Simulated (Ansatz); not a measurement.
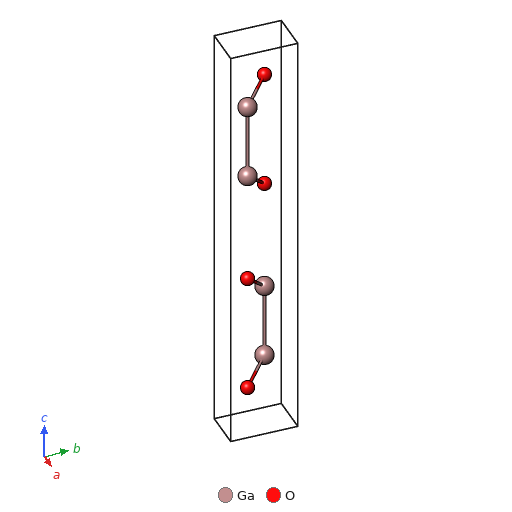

System: GaO, space group P6_3/mmc (No. 194) (cell built by us, not taken from a database). The picture shows the cell.

Input of the run:
```
crystal:
  lattice:
    - [3.1046628427, 0.0, 0.0]
    - [-1.5523314213, 2.688716892, 0.0]
    - [0.0, 0.0, 13.9146021099]
  atoms:
    - { symbol: Ga, position: [0.3333333333, 0.6666666667, 0.1599723233] }
    - { symbol: Ga, position: [0.6666666667, 0.3333333333, 0.6599723233] }
    - { symbol: Ga, position: [0.3333333333, 0.6666666667, 0.3400276767] }
    - { symbol: Ga, position: [0.6666666667, 0.3333333333, 0.8400276767] }
    - { symbol: O, position: [0.3333333333, 0.6666666667, 0.6076662279] }
    - { symbol: O, position: [0.6666666667, 0.3333333333, 0.1076662279] }
    - { symbol: O, position: [0.3333333333, 0.6666666667, 0.8923337721] }
    - { symbol: O, position: [0.6666666667, 0.3333333333, 0.3923337721] }
basis:
  ecutwfc: 420
kpoints:
  mp_grid: { grid: [12, 12, 2] }
hamiltonian:
  xc: pbe
scf:
  occupations: { method: fixed }
output:
  eigenvalues: true
phonons:
  method: dfpt
  dielectric: true
  rigid_motions: translations
  eigenvectors: true
```

Run as:
```bash
ansatz run input.yaml --threads 2 --pin off --max-ram 6144MiB --backend cpu --events-out ev --progress --plain --runs-dir out
```

Calculation (Ansatz 0.2.0): Born effective charges by linear response at the zone centre, in units of the proton charge, Cartesian axes of the given cell; plane waves with PAW datasets. Level: PBE, no spin polarisation.

wave cutoff 420 eV; k mesh 12×12×2; occupations fixed; pressure 0 GPa.

Predict the mean Born effective charge of each atom. The cases: Ga 1; Ga 2; Ga 3; Ga 4; O 1; O 2; O 3; O 4.

All are equal in size, 2.06 e, and the charges add up to 0.00 e. Ga 1, Ga 2, Ga 3, Ga 4, O 1, O 2, O 3 and O 4 are equally anisotropic; for Ga 1: its diagonal components run from 1.29 to 2.44 e.

```tsv
atom	mean Born effective charge (e)	Born charge xx (e)	Born charge zz (e)
Ga 1	2.06	2.439	1.291
Ga 2	2.06	2.439	1.291
Ga 3	2.06	2.439	1.291
Ga 4	2.06	2.439	1.291
O 1	-2.06	-2.439	-1.291
O 2	-2.06	-2.439	-1.291
O 3	-2.06	-2.439	-1.291
O 4	-2.06	-2.439	-1.291
```

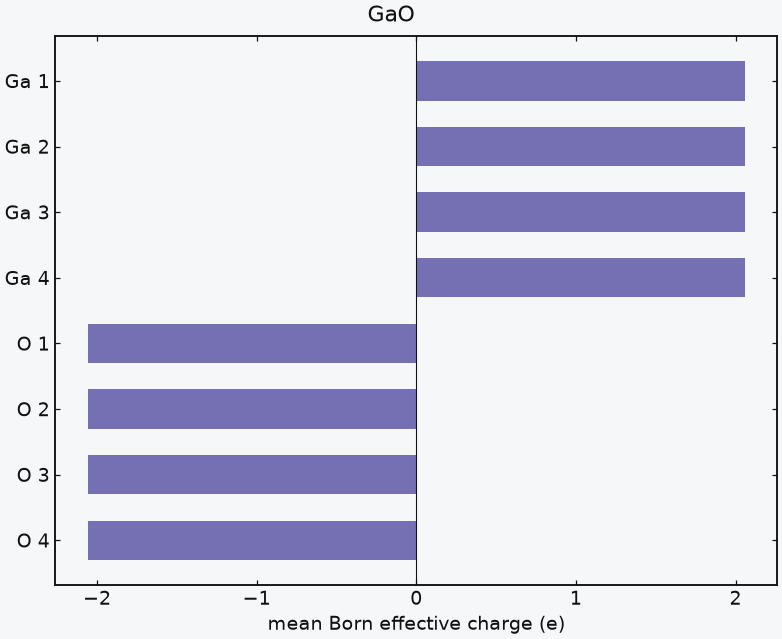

Caveats: field response not converged on the k mesh; soft mode inflates the relaxed tensor; weakly bound, no dispersion correction.
